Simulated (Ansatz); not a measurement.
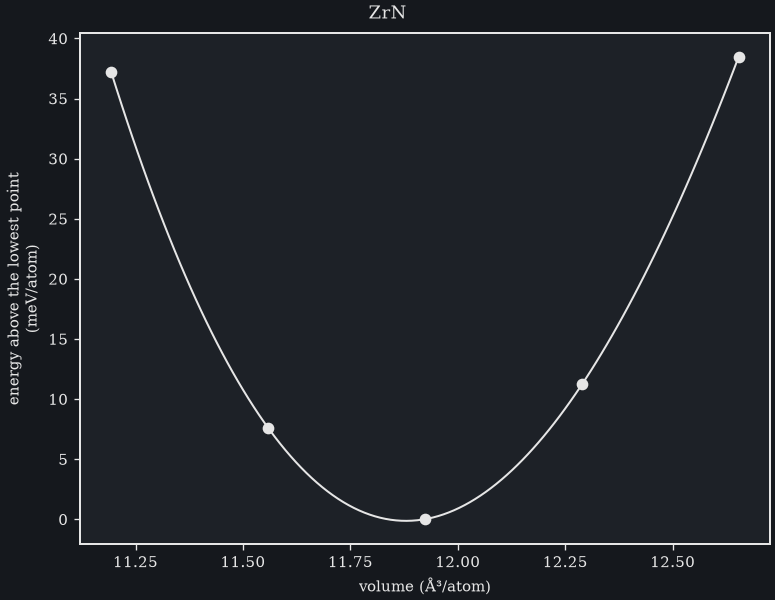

The figure shows the energy above the lowest point against volume for ZrN, space group Fm-3m (No. 225) (one of a set of cubic test structures, which need not be the stable phase).

Calculation (Ansatz 0.2.0 development build): equation of state of a cubic crystal from periodic Kohn-Sham density functional theory without spin, third-order Birch-Murnaghan fit to the free energies; pressure corrected for the finite basis. Level: HSE06.

structure type rock salt; atoms in cell 2; space group number 225; lattice centring face-centred primitive; k mesh 4×4×4; occupation method Fermi–Dirac; occupation width 0.1 eV; wave cutoff 420 eV; datasets soft-1 PAW; density tolerance 0 eV; bands 13; density cutoff ratio 4; search for lower states default; exchange singularity regularized.

From this curve and the settings, what does the calculation give for the pressure at the same points?

The pressure falls from 18.3 GPa at volume 11.19 Å³/atom to −15.1 GPa at 12.65 Å³/atom, and changes sign near 11.88 Å³/atom.

```json
{"volume (Å³/atom)": "11.19", "pressure (GPa)": "18.3"}
{"volume (Å³/atom)": "11.56", "pressure (GPa)": "7.9"}
{"volume (Å³/atom)": "11.92", "pressure (GPa)": "-1.0"}
{"volume (Å³/atom)": "12.29", "pressure (GPa)": "-8.6"}
{"volume (Å³/atom)": "12.65", "pressure (GPa)": "-15.1"}
```

Note: coarse k-mesh, values are not converged in k.
